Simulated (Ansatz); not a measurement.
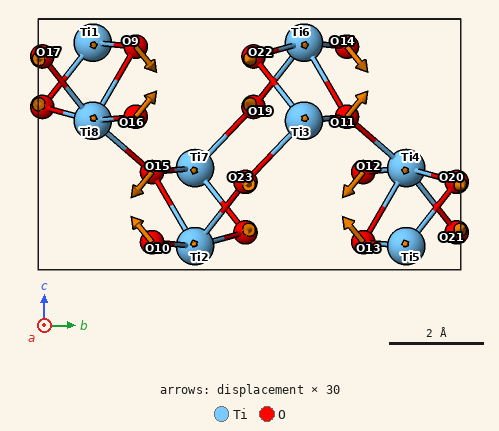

This is a relaxation of solid TiO2 (set up in Pbca). The starting structure is drawn; orange arrows show the displacements, magnified 30 times.

A ball-and-stick model of the cell of the calculation, seen along the a axis.

Case: volume × 0.94, shape and atoms relaxed.

Computed with DFT PBE, scalar-relativistic, plane waves, PAW (Ansatz 0.2.0). Settings: plane-wave cutoff 420 eV; k-point mesh 6 × 4 × 6; occupations gaussian; smearing width 0.02 eV; no spin polarisation; cell relaxed at fixed volume; force threshold 0.01 eV/Å; at most 30 steps.

Q: Which element moves most?

A: Oxygen: up to 0.025 Å, against 0.006 Å for titanium.

Q: What happened in the run?

A: The energy falls by 0.9 meV per atom in 4 accepted moves (5 points after the start). Largest force component: 0.17 eV/Å at the start, 0.0093 eV/Å at the end. The pressure goes from 14.55 to 13.70 GPa. The SCF was repeated once at an unchanged geometry on a basis and grid sized afresh for the cell, which shifted the energy by less than 0.05 meV per atom at most. The largest moves relative to the cell, 0.025 Å, are those of O atoms. Largest moves by element: O 0.025 Å, Ti 0.006 Å. The drawn cell changes at constant volume: a 5.064 → 5.055 Å (−0.2 %), b 9.075 → 9.085 Å (+0.1 %), c 5.388 → 5.392 Å (+0.1 %). Near-neighbour distances that change, for instance: O–Ti 1.989 → 2.003 Å, O–Ti 2.040 → 2.031 Å, Ti–Ti 3.036 → 3.028 Å, O–Ti 1.968 → 1.960 Å. The space group stays Pbca (No. 61).
